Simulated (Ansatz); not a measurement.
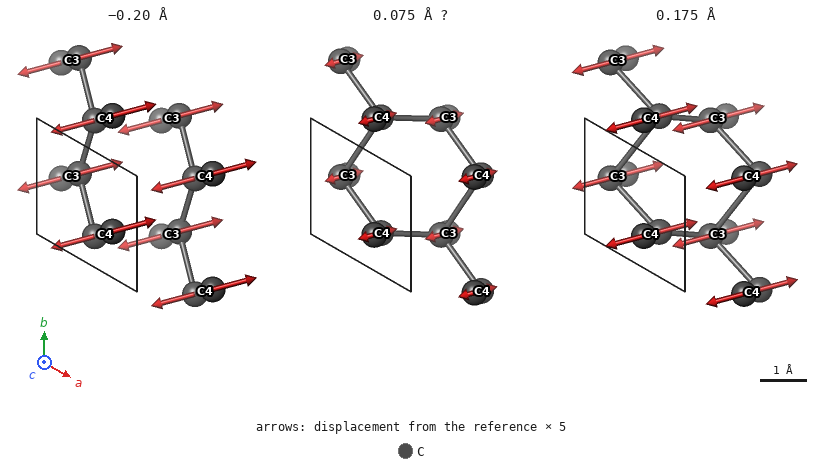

Crystalline C (P6_3/mmc): a normal mode at the zone centre (one arbitrary combination within a set of 2 degenerate modes) is frozen in with the cell fixed, the amplitude being the largest displacement of an atom. The picture is a ball-and-stick view of the cell of the calculation, repeated 2 × 2 × 1 with one cell outlined, seen along the c axis. Red arrows: displacements from the reference.

Computed with Ansatz, DFT PBE, scalar-relativistic, plane waves, PAW. Settings: plane-wave cutoff 420 eV; k-point mesh 12 × 12 × 6; occupations gaussian; smearing width 0.05 eV; no spin polarisation. Energies (free energies at the smearing named) are counted from the cell as listed in its source, which wasn't relaxed.

| largest displacement (Å) | ΔE (eV/cell) |
| --- | --- |
| −0.200 | 5.35 |
| −0.100 | 1.44 |
| 0.000 | 0.00 |
| 0.025 | 0.09 |
| 0.050 | 0.36 |
| 0.075 | ? |
| 0.125 | 2.23 |
| 0.150 | 3.16 |
| 0.175 | 4.20 |

> Estimate the missing energy from the other rows, and compare with the calculation.

A straight line between the two neighbours gives 0.98 eV/cell. A cubic through the four nearest rows (0.025, 0.050, 0.125, 0.150) gives, with Lagrange weights, (−0.3000)(0.09) + (1.0000)(0.36) + (0.5000)(2.23) + (−0.2000)(3.16) = 0.82 eV/cell. The calculation gives 0.82 eV/cell, so the cubic is right to the digits shown and the straight line 0.16 eV/cell too high, as the curve bends upwards here.

The whole profile:

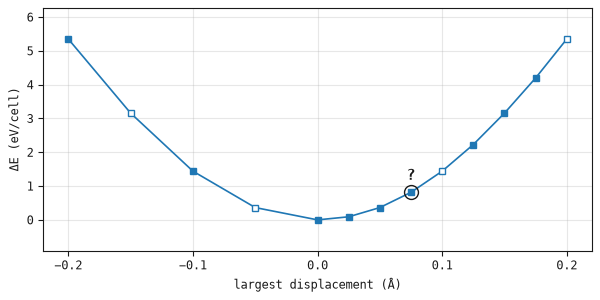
